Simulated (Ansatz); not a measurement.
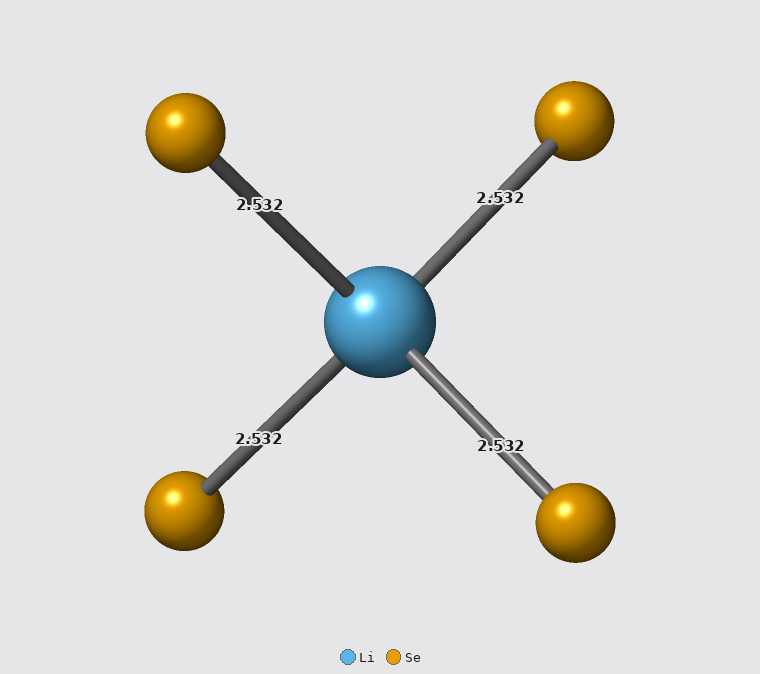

The surroundings of site Li1 (at 0.250, 0.250, 0.750) in Li₂Se (Fm-3m), with bond lengths in Å.

The cell is taken from the end point of a relaxation with Ansatz 0.2.0, DFT, LDA, plane waves, PAW.

```
CELL_PARAMETERS angstrom
5.84741 0.00000 0.00000
0.00000 5.84741 0.00000
0.00000 0.00000 5.84741
ATOMIC_POSITIONS crystal
Li 0.25000 0.25000 0.75000
Li 0.25000 0.75000 0.75000
Se 0.00000 0.00000 0.00000
Li 0.25000 0.75000 0.25000
Li 0.25000 0.25000 0.25000
Se 0.00000 0.50000 0.50000
Li 0.75000 0.25000 0.25000
Li 0.75000 0.75000 0.25000
Se 0.50000 0.00000 0.50000
Li 0.75000 0.75000 0.75000
Li 0.75000 0.25000 0.75000
Se 0.50000 0.50000 0.00000
```

Bond valence s = exp((R0 − d)/b), R0 fitted to published crystal structures with b = 0.37 Å; R0 in Å: Li+–Se 2.032.

Calculate the bond-valence sum of Li1 from the bonds drawn.

Answer. 4 × 0.259 = 1.04 v.u., against a formal valence of 1: a close match.

And over the whole structure?

Answer.
```json
{"site": "Li1", "x, y, z": "0.250, 0.250, 0.750", "formal valence": "+1", "bond-valence sum": "1.04", "difference": "0.04"}
{"site": "Se1", "x, y, z": "0.000, 0.000, 0.000", "formal valence": "−2", "bond-valence sum": "2.08", "difference": "0.08"}
```

These sums include all anions within 5 Å. The global instability index (root mean square of the differences over all atoms) is 0.06 v.u.: little strain. Cells relaxed with LDA tend to have short bonds, which raises the sums.
